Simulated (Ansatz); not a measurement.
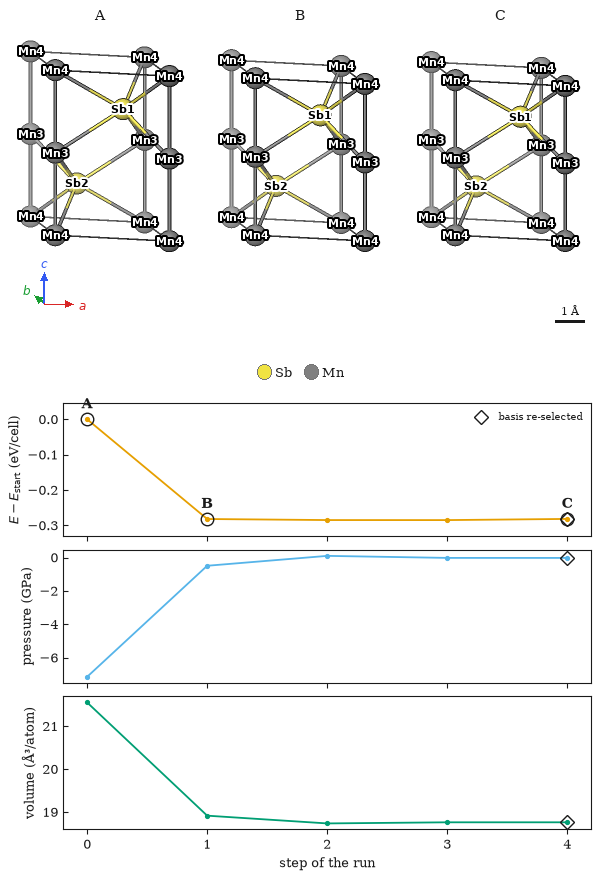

Frames of a relaxation of a crystal of MnSb (set up in P6_3/mmc), marked on the history of the run. The picture is a ball-and-stick view of the cell of the calculation, seen slightly off an axis.

The run lets cell and atoms move.

The calculation used Ansatz, Kohn-Sham DFT of a periodic cell, PBEsol, Ansatz PAW.

Input
```yaml
crystal:
  lattice:
    - [4.15, 0.0, 0.0]
    - [-2.075, 3.5940054257, 0.0]
    - [0.0, 0.0, 5.78]
  atoms:
    - { symbol: Sb, position: [0.6666666667, 0.3333333333, 0.75] }
    - { symbol: Sb, position: [0.3333333333, 0.6666666667, 0.25] }
    - { symbol: Mn, position: [0.0, 0.0, 0.5], spin: 4.0 }
    - { symbol: Mn, position: [0.0, 0.0, 0.0], spin: 4.0 }
hamiltonian:
  xc: pbesol
  pseudopotentials: { kind: paw }
magnetization:
  spin_polarized: true
kpoints:
  mp_grid: { grid: [7, 7, 5] }
scf:
  occupations: { method: fermi_dirac, width: 0.05 }
output:
  forces: true
  stress: true
relax:
  f_tol: 0.01
  max_steps: 40
  cell: { stress_tol: 0.05 }
```

Run as
```bash
ansatz run input.yaml --threads 2 --pin off --max-ram 5120MiB --backend cpu --events-out ev --progress --plain --runs-dir out
```

Question: Describe the path.

Answer: The energy falls by 0.282 eV per cell of the calculation in 3 accepted moves (4 points after the start). All forces vanish by symmetry, so only the cell relaxes. Pressure: −7.14 GPa at the start and −0.02 GPa at the end. At 1 point the geometry stayed and the basis and grid were re-selected for the new cell (energy shift of 3.3 meV per cell of the calculation at most each time). No atom moves by more than 0.005 Å relative to the cell. The volume changes by −13.0 %, with a = b 4.150 → 3.995 Å (−3.7 %), c 5.780 → 5.428 Å (−6.1 %). Among the contacts that change: Mn3–Mn4 2.890 → 2.714 Å, Sb1–Mn3 2.798 → 2.676 Å. The space group stays P6_3/mmc (No. 194). From step 0 to 1: volume −12.2 %, energy −0.282 eV per cell of the calculation. From step 1 to 4: volume −0.8 %, energy +0.2 meV per cell of the calculation.
